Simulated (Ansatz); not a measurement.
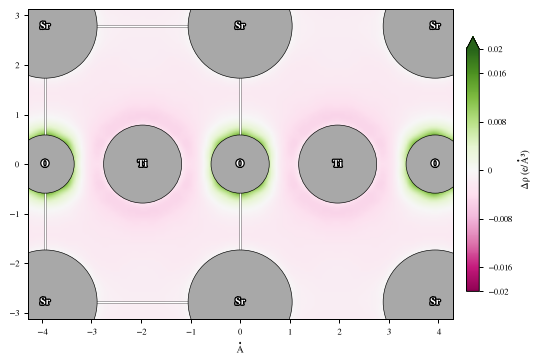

SrTiO3. Difference of the valence pseudo-densities of two functionals at the same geometry, on the (011) plane of the calculation cell: PBE less PBEsol.

Both computed with Ansatz (plane waves, PAW), on the same k-point mesh. Grey discs cover the atomic cores.

Question: Where does the change of functional move the electrons?

Answer: Against PBEsol, PBE gives less density around Ti (−0.004 e/Å³ on average at 1.1 Å from the nucleus).
